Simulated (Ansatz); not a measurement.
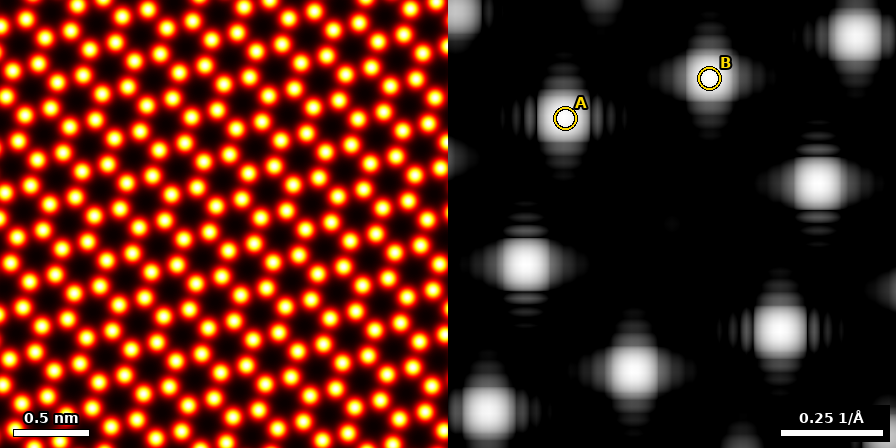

HAADF-like image of SiC (P6_3mc, No. 186) along [001]. The image is simulated as a sum over atoms of Z^1.7, blurred by a 0.90 Å probe (no channelling). The probe carries 25 % of its weight in a tail 2.5 times as wide. The display is stretched by a gamma of 0.8; percentages refer to the linear signal. Atomic positions: the end point of a relaxation with DFT PBE, scalar-relativistic, plane waves, PAW in Ansatz 0.2.0; the starting structure was generated, so it need not be a known form of this composition.

The right panel is the modulus of the image's Fourier transform on a logarithmic scale.

a = 3.092 Å, b = 3.092 Å, c = 5.074 Å, α = 90.00°, β = 90.00°, γ = 120.00°

Q: Index the marked spots and give their plane spacings (the zone axis points at the viewer; indices equivalent by symmetry, or all signs reversed, are as good).

A: (-1 1 0), d = 2.68 Å; B: (010), d = 2.68 Å. A and B enclose 60°, and every spot obeys the zone law hu + kv + lw = 0 for [001].
